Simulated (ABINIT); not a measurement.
# Optical-spectrum calculation of Li (part 2 of 2)

Continued. System: Li (P6₃/mmc, 2 atoms in the cell). Method: Kohn-Sham DFT of a periodic cell, PBEsol, PseudoDojo NC SR PBEsol v0.4.1 standard, no spin polarisation (ABINIT 10.8.3); cutoff 897.98 eV, 16×16×8 k-mesh, methfessel-paxton of 0.1 eV. The structure derives from an entry of the Crystallography Open Database.

Geometry of the input (Å; fractional positions):
```
3.1110  0.0000  0.0000
-1.5555  2.6942  0.0000
0.0000  0.0000  5.0930
Li 0.6667  0.3333  0.7500
Li 0.3333  0.6667  0.2500
```

## Log, continued
```
--- !ResultsGS
iteration_state: {dtset: 1, }
comment   : Summary of ground state results
lattice_vectors:
- [  5.8789380,   0.0000000,   0.0000000, ]
- [ -2.9394690,   5.0913096,   0.0000000, ]
- [  0.0000000,   0.0000000,   9.6243752, ]
lattice_lengths: [   5.87894,    5.87894,    9.62438, ]
lattice_angles: [ 90.000,  90.000, 120.000, ] # degrees, (23, 13, 12)
lattice_volume:   2.8807192E+02
convergence: {deltae: -8.882E-15, res2:  2.004E-15, residm:  2.152E-05, diffor: null, }
etotal    :  -1.43084410E+01
entropy   :   0.00000000E+00
fermie    :   1.04636313E-02
cartesian_stress_tensor: # hartree/bohr^3
- [  3.15687448E-05,   0.00000000E+00,   0.00000000E+00, ]
- [  0.00000000E+00,   3.15687447E-05,   0.00000000E+00, ]
- [  0.00000000E+00,   0.00000000E+00,   3.74189122E-05, ]
pressure_GPa:  -9.8616E-01
xred      :
- [  6.6667E-01,   3.3333E-01,   7.5000E-01, Li]
- [  3.3333E-01,   6.6667E-01,   2.5000E-01, Li]
cartesian_forces: # hartree/bohr
- [ -2.14694806E-30,   2.06590173E-30,  -0.00000000E+00, ]
- [  2.14694806E-30,  -2.06590173E-30,  -0.00000000E+00, ]
force_length_stats: {min:   2.97948585E-30, max:   2.97948585E-30, mean:   2.97948585E-30, }
...

 Integrated electronic density in atomic spheres:
 ------------------------------------------------
 Atom  Sphere_radius  Integrated_density
    1        2.00000          2.17197211
    2        2.00000          2.17197211
================================================================================

 ----iterations are completed or convergence reached----

 Mean square residual over all n,k,spin=   37.999E-09; max=  21.519E-06
 reduced coordinates (array xred) for    2 atoms
       0.666666666667      0.333333333333      0.750000000000
       0.333333333333      0.666666666667      0.250000000000
 rms dE/dt=  1.2386E-29; max dE/dt=  1.6829E-29; dE/dt below (all hartree)
    1       0.000000000000     -0.000000000000      0.000000000000
    2      -0.000000000000      0.000000000000      0.000000000000

 cartesian coordinates (angstrom) at end:
    1      1.55550000000000     0.89806834373333     3.81975000000000
    2      0.00000000000000     1.79613668746667     1.27325000000000

 cartesian forces (hartree/bohr) at end:
    1     -0.00000000000000     0.00000000000000    -0.00000000000000
    2      0.00000000000000    -0.00000000000000    -0.00000000000000
 frms,max,avg= 1.7202070E-30 2.1469481E-30   0.000E+00  0.000E+00  0.000E+00 h/b

 cartesian forces (eV/Angstrom) at end:
    1     -0.00000000000000     0.00000000000000    -0.00000000000000
    2      0.00000000000000    -0.00000000000000    -0.00000000000000
 frms,max,avg= 8.8456598E-29 1.1040051E-28   0.000E+00  0.000E+00  0.000E+00 e/A
 length scales=  1.000000000000  1.000000000000  1.000000000000 bohr
              =  0.529177210544  0.529177210544  0.529177210544 angstroms
 Fermi (or HOMO) energy (hartree) =   0.01046   Average Vxc (hartree)=  -0.25105
 Eigenvalues (hartree) for nkpt= 120  k points:
 kpt#   1, nband=  7, wtk=  0.00098, kpt=  0.0000  0.0000  0.0625 (reduced coord)
  -1.68115   -1.68060   -0.11688    0.00678    0.11692    0.45591    0.45591
      occupation numbers for kpt#   1
   2.00000    2.00000    2.00000    2.05086    0.00000    0.00000    0.00000
 prteigrs : prtvol=0 or 1, do not print more k-points.

--- !EnergyTerms
iteration_state     : {dtset: 1, }
comment             : Components of total free energy in Hartree
kinetic             :  1.03671785734653E+01
hartree             :  3.61276709990969E+00
xc                  : -3.23309079190208E+00
Ewald energy        : -4.95877854575605E+00
psp_core            :  1.08670799475545E-01
local_psp           : -1.11492281404948E+01
non_local_psp       : -9.05597986471289E+00
internal            : -1.43084608700153E+01
'-kT*entropy'       :  1.98701675483793E-05
total_energy        : -1.43084409998477E+01
total_energy_eV     : -3.89352514624688E+02
band_energy         : -6.80072604507580E+00
...

 Cartesian components of stress tensor (hartree/bohr^3)
  sigma(1 1)=  3.15687448E-05  sigma(3 2)=  0.00000000E+00
  sigma(2 2)=  3.15687447E-05  sigma(3 1)=  0.00000000E+00
  sigma(3 3)=  3.74189122E-05  sigma(2 1)=  0.00000000E+00

-Cartesian components of stress tensor (GPa)         [Pressure= -9.8616E-01 GPa]
- sigma(1 1)=  9.28784537E-01  sigma(3 2)=  0.00000000E+00
- sigma(2 2)=  9.28784537E-01  sigma(3 1)=  0.00000000E+00
- sigma(3 3)=  1.10090241E+00  sigma(2 1)=  0.00000000E+00

================================================================================
== DATASET  2 ==================================================================

--- !DatasetInfo
iteration_state: {dtset: 2, }
dimensions: {natom: 2, nkpt: 120, mband: 13, nsppol: 1, nspinor: 1, nspden: 1, mpw: 2631, }
cutoff_energies: {ecut:  33.0, pawecutdg:  -1.0, }
electrons: {nelect:   6.00000000E+00, charge:   0.00000000E+00, occopt:   6.00000000E+00, tsmear:   3.67493000E-03, }
meta: {optdriver: 0, ionmov: 0, optcell: 0, iscf: -3, paral_kgb: 0, }
...

 mkfilename : getden/=0, take file _DEN from output of DATASET   1.

 Real(R)+Recip(G) space primitive vectors, cartesian coordinates (Bohr,Bohr^-1):
 R(1)=  5.8789380  0.0000000  0.0000000  G(1)=  0.1700987  0.0982066  0.0000000
 R(2)= -2.9394690  5.0913096  0.0000000  G(2)=  0.0000000  0.1964131  0.0000000
 R(3)=  0.0000000  0.0000000  9.6243752  G(3)=  0.0000000  0.0000000  0.1039028
 Unit cell volume ucvol=  2.8807192E+02 bohr^3
 Angles (23,13,12)=  9.00000000E+01  9.00000000E+01  1.20000000E+02 degrees

 getcut: wavevector=  0.0000  0.0000  0.0000  ngfft=  32  32  50
         ecut(hartree)=     33.000   => boxcut(ratio)=   2.00898
--------------------------------------------------------------------------------

================================================================================

--- !BeginCycle
iteration_state: {dtset: 2, }
solver: {iscf: -3, nstep: 120, nline: 4, wfoptalg: 0, }
tolerances: {tolwfr: 1.00E-12, }
...

     iter   Etot(hartree)      deltaE(h)  residm     vres2
 Non-SCF case, kpt    1 (  0.00000  0.00000  0.06250), residuals and eigenvalues=
  5.38E-14  6.99E-14  4.00E-13  3.65E-13  6.18E-14  3.81E-13  5.51E-13  4.01E-13
  4.96E-13  7.96E-13  2.55E-10  4.54E-08  1.74E-05
 -1.6812E+00 -1.6806E+00 -1.1688E-01  6.7779E-03  1.1692E-01  4.5591E-01
  4.5591E-01  5.0504E-01  5.0504E-01  5.1541E-01  6.1701E-01  6.5471E-01
  6.5474E-01
 prteigrs : prtvol=0 or 1, do not print more k-points.

--- !ResultsGS
iteration_state: {dtset: 2, }
comment   : Summary of ground state results
lattice_vectors:
- [  5.8789380,   0.0000000,   0.0000000, ]
- [ -2.9394690,   5.0913096,   0.0000000, ]
- [  0.0000000,   0.0000000,   9.6243752, ]
lattice_lengths: [   5.87894,    5.87894,    9.62438, ]
lattice_angles: [ 90.000,  90.000, 120.000, ] # degrees, (23, 13, 12)
lattice_volume:   2.8807192E+02
convergence: {deltae:  0.000E+00, res2:  0.000E+00, residm:  9.989E-13, diffor:  0.000E+00, }
etotal    :  -1.43084410E+01
entropy   :   0.00000000E+00
fermie    :   1.04636314E-02
cartesian_stress_tensor: null
pressure_GPa: null
xred      :
- [  6.6667E-01,   3.3333E-01,   7.5000E-01, Li]
- [  3.3333E-01,   6.6667E-01,   2.5000E-01, Li]
cartesian_forces: null
force_length_stats: {min: null, max: null, mean: null, }
...

 Integrated electronic density in atomic spheres:
 ------------------------------------------------
 Atom  Sphere_radius  Integrated_density
    1        2.00000          2.17197210
    2        2.00000          2.17197210
================================================================================

 ----iterations are completed or convergence reached----

 Mean square residual over all n,k,spin=   27.077E-14; max=  99.894E-14
 reduced coordinates (array xred) for    2 atoms
       0.666666666667      0.333333333333      0.750000000000
       0.333333333333      0.666666666667      0.250000000000

 cartesian coordinates (angstrom) at end:
    1      1.55550000000000     0.89806834373333     3.81975000000000
    2      0.00000000000000     1.79613668746667     1.27325000000000
 length scales=  1.000000000000  1.000000000000  1.000000000000 bohr
              =  0.529177210544  0.529177210544  0.529177210544 angstroms
 Eigenvalues (hartree) for nkpt= 120  k points:
 kpt#   1, nband= 13, wtk=  0.00098, kpt=  0.0000  0.0000  0.0625 (reduced coord)
  -1.68115   -1.68060   -0.11688    0.00678    0.11692    0.45591    0.45591    0.50504
   0.50504    0.51541    0.61701    0.65471    0.65474
      occupation numbers for kpt#   1
   2.00000    2.00000    2.00000    2.05086    0.00000    0.00000    0.00000    0.00000
   0.00000    0.00000    0.00000    0.00000    0.00000
 prteigrs : prtvol=0 or 1, do not print more k-points.

--- !EnergyTerms
iteration_state     : {dtset: 2, }
comment             : Components of total free energy in Hartree
kinetic             :  1.03671786268420E+01
hartree             :  3.61276709990969E+00
xc                  : -3.23309079190208E+00
Ewald energy        : -4.95877854575605E+00
psp_core            :  1.08670799475545E-01
local_psp           : -1.11492281404948E+01
non_local_psp       : -9.05597991225663E+00
internal            : -1.43084608641823E+01
'-kT*entropy'       :  1.98701678011048E-05
total_energy        : -1.43084409940145E+01
...

--- !EnergyTermsDC
iteration_state     : {dtset: 2, }
comment             : '"Double-counting" decomposition of free energy'
band_energy         : -6.80072604398785E+00
Ewald energy        : -4.95877854575605E+00
psp_core            :  1.08670799475545E-01
xc_dc               : -2.65762707974699E+00
internal            : -1.43084608700153E+01
'-kT*entropy'       :  1.98701678011048E-05
total_energy_dc     : -1.43084409998475E+01
...

================================================================================
== DATASET  3 ==================================================================

--- !DatasetInfo
iteration_state: {dtset: 3, }
dimensions: {natom: 2, nkpt: 120, mband: 9, nsppol: 1, nspinor: 1, nspden: 1, mpw: 2631, }
cutoff_energies: {ecut:  33.0, pawecutdg:  -1.0, }
electrons: {nelect:   6.00000000E+00, charge:   0.00000000E+00, occopt:   6.00000000E+00, tsmear:   3.67493000E-03, }
meta: {optdriver: 8, wfk_task: 7, }
...

 mkfilename : getwfk/=0, take file _WFK from output of DATASET   2.

--------------------------------------------------------------------------------

 Computation of velocity matrix elements (DDK)

 Parameters extracted from the Abinit header:
    ecut:     33.0
    nkpt:    2048
    mband:   13
    nsppol:  1
    nspinor: 1
    useylm:  0
    inclvkb: 2
    bmin: 1, bmax: 13
    Computing diagonal and off-diagonal matrix elements
    Between band index bmin: 1, bmax: 13

== END DATASET(S) ==============================================================
================================================================================

 -outvars: echo values of variables after computation  --------
            acell      1.0000000000E+00  1.0000000000E+00  1.0000000000E+00 Bohr
           etotal1    -1.4308441000E+01
           etotal2    -1.4308441000E+01
           etotal3     0.0000000000E+00
            fcart1    -2.1469480596E-30  2.0659017335E-30 -0.0000000000E+00
                       2.1469480596E-30 -2.0659017335E-30 -0.0000000000E+00
            fcart3     0.0000000000E+00  0.0000000000E+00  0.0000000000E+00
                       0.0000000000E+00  0.0000000000E+00  0.0000000000E+00
            rprim      5.8789379777E+00  0.0000000000E+00  0.0000000000E+00
                      -2.9394689888E+00  5.0913096360E+00  0.0000000000E+00
                       0.0000000000E+00  0.0000000000E+00  9.6243751592E+00
           strten1     3.1568744758E-05  3.1568744749E-05  3.7418912248E-05
                       0.0000000000E+00  0.0000000000E+00  0.0000000000E+00
           strten3     0.0000000000E+00  0.0000000000E+00  0.0000000000E+00
                       0.0000000000E+00  0.0000000000E+00  0.0000000000E+00
           xangst      1.5555000000E+00  8.9806834373E-01  3.8197500000E+00
                       2.7881350264E-17  1.7961366875E+00  1.2732500000E+00
             xred      6.6666666667E-01  3.3333333333E-01  7.5000000000E-01
                       3.3333333333E-01  6.6666666667E-01  2.5000000000E-01
 Calculation completed.
```

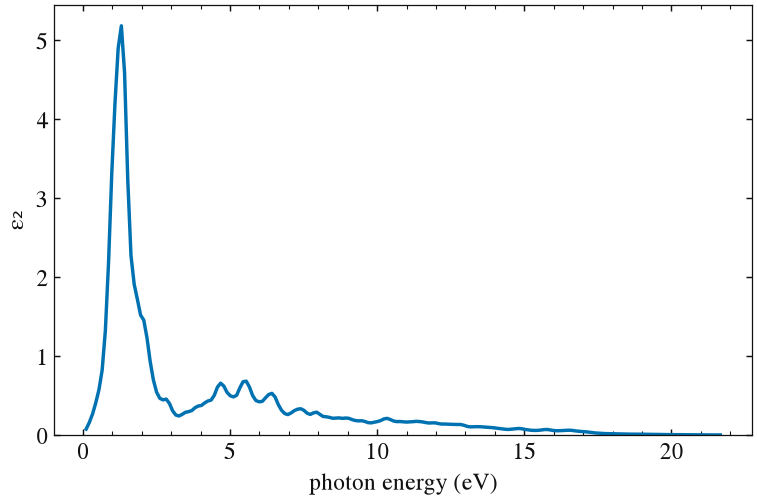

Figure 1. Imaginary part of the dielectric function (first component that the program prints). The highest peak, 5.2, lies at 1.31 eV.

## Key numbers

- outcome: converged
- space group (tolerance 0.01 Å): P6₃/mmc (194)
- electrons treated: 6
- free energy: −389.3525 eV
- Fermi energy of the self-consistent step: 0.285 eV
- pressure: −0.99 GPa
- largest force (length of the vector): under 0.001 eV/Å
- wall time: 86 s
- peak memory: 1.2 GiB

Points of doubt noted for this run: no intraband term.
